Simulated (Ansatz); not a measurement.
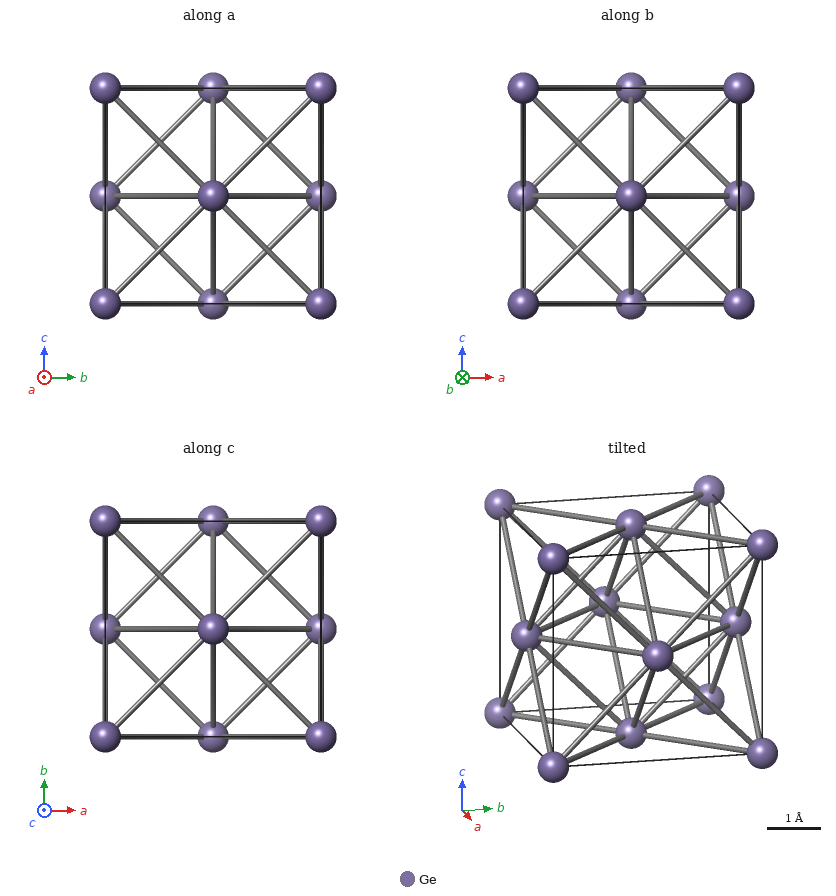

Structure drawing (ball-and-stick), viewed along the a axis, along the b axis, along the c axis and slightly off an axis. One conventional unit cell is outlined, and atoms on its boundary appear in each equivalent place.

Lattice parameters: a = 4.107 Å, b = 4.107 Å, c = 4.107 Å, α = 90.00°, β = 90.00°, γ = 90.00°.

Question: Turn the picture into a table of Wyckoff sites.

Answer: Space group Fm-3m (No. 225).
```csv
atom,site,x,y,z
Ge,4a,0.0000,0.0000,0.0000
```

The picture shows a generated cell, made by putting these elements into a known structure type (the compound may or may not exist in this form); the geometry isn't optimised. Ansatz was used for an electronic-structure calculation on it.

At this level of theory the cell isn't at rest (compressed, at 8 GPa), so its distances can differ from those at equilibrium, the more so the softer the solid.
